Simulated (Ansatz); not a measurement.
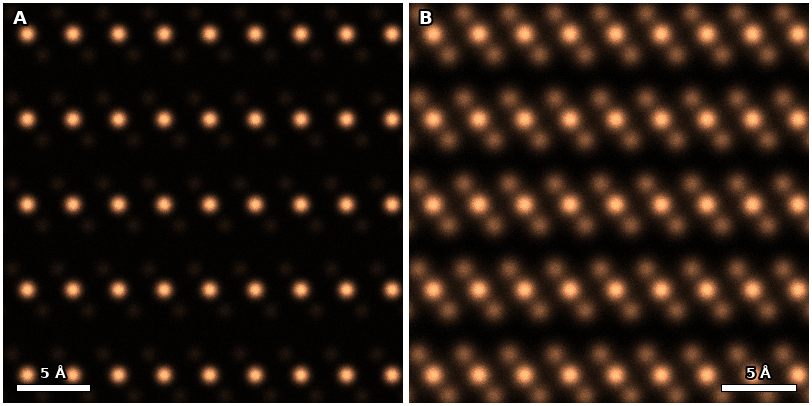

Two simulated images of the same area of HfS2 (P-3m1, No. 164) along [100], with a probe of 0.82 Å. One is incoherent Z contrast (Z^1.7 per atom), the other the projected potential of neutral atoms blurred by the probe (iDPC-like, thin sample). Brightness is counted from the darkest point of the image. Shot noise was added. Model: the geometry relaxed with DFT, r2SCAN+rVV10, plane waves, PAW in Ansatz; the starting structure was generated, so it need not be a known form of this composition.

Which panel is which, and how can one tell?

Answer. A is the Z-contrast image and B the potential image. The columns of 1 S per repeat reach about 8 % of the brightest peak (1 Hf) in A but about 42 % in B, mainly since the potential grows much more slowly with atomic number.
